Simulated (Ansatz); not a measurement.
Consider this structure.

```
CELL_PARAMETERS angstrom
2.74810 0.00000 0.00000
-1.37405 2.37992 0.00000
0.00000 0.00000 4.45311
ATOMIC_POSITIONS crystal
Ir 0.66667 0.33333 0.25000
Ir 0.33333 0.66667 0.75000
```

Say what kind of structure these coordinates give.

Answer. The element is iridium. The lattice is primitive hexagonal and the space group P6_3/mmc (No. 194). It adopts the structure known as hexagonal close-packed (Mg type). The cell holds two atoms. Ir is linked to twelve Ir in an anticuboctahedral arrangement at 2.73 to 2.75 Å. The bonds build a three-dimensional framework.

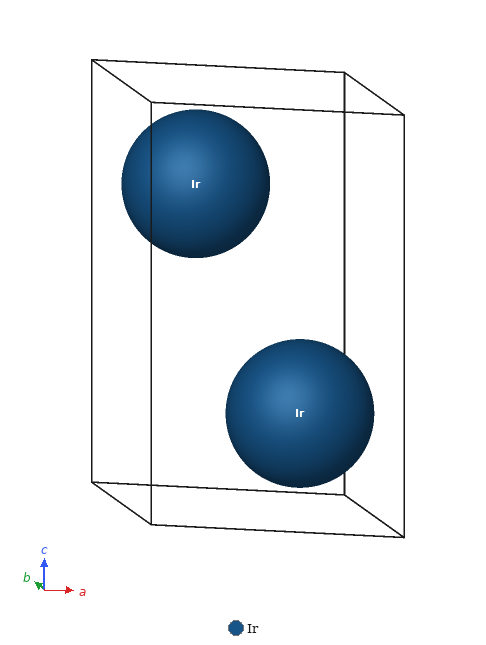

View slightly off an axis, drawn as a spheres-only model. The wireframe shows the conventional unit cell. Colours: iridium blue.

It derives from a structure listed in the Materials Project, with elements exchanged, so it need not be a known form of the compound. A relaxation with DFT PBE, scalar-relativistic, plane waves, PAW in Ansatz 0.2.0 gave the geometry drawn.
